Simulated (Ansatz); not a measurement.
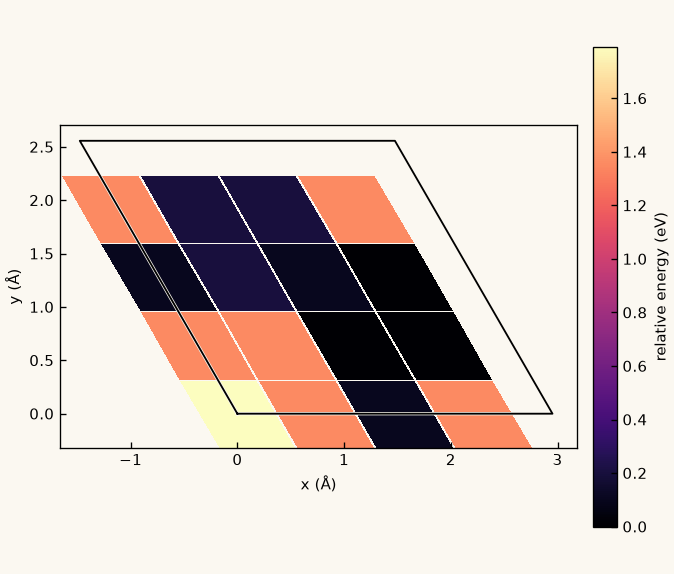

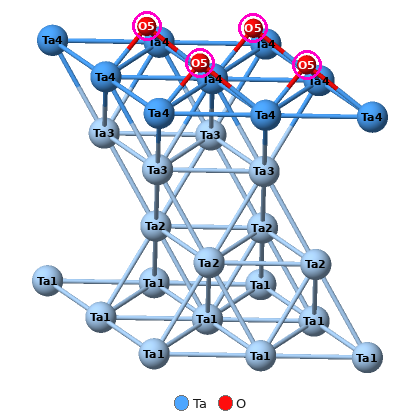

Energy landscape of O on a Ta(111) slab cut from the Fm-3m phase (4 atoms of substrate and one adsorbate in a 1 × 1 cell). 
- One O atom a 1 × 1 cell is placed over a mesh of places on the rigid (1 1 1) surface, and only its height is relaxed.
- Places are given modulo a cell vector. The map is drawn in real space over the plane of the surface.
- Grid: 4 × 4 points.
- All energies are given in eV relative to the lowest grid point.
- This mesh misses the points at thirds of the hexagonal cell. With one adsorbate in each 1 × 1 cell, its nearest image is 3.0 Å away, so neighbouring adsorbates interact.
- The calculation used DFT PBEsol, scalar-relativistic, plane waves, PAW in Ansatz 0.2.0.

Drawn: one coloured cell a grid point, the outline of one cell of the plane. The second picture is the structure at the lowest point; rings mark the moved atoms.

**Where are the lowest and the highest points?**

The lowest grid point is at (2/4, 1/4) of the cell vectors [nearest 1 Ta at 1.80 Å]. The highest grid point, the top site over a surface Ta atom, (0/4, 0/4) of the cell vectors, lies 1.79 eV above the lowest. At the lowest point the adsorbate has 1 Ta at 1.80 Å as nearest neighbours, at the highest 1 Ta at 1.72 Å. Its relaxed height above the top atom is 1.27 Å at the lowest and 1.72 Å at the highest point.

Grid values (eV):

```csv
"place along a₂ ↓, place along a₁ →",0/4,1/4,2/4,3/4
3/4,1.35,0.20,0.20,1.35
2/4,0.10,0.20,0.10,0.00
1/4,1.35,1.35,0.00,0.00
0/4,1.79,1.35,0.10,1.35
```
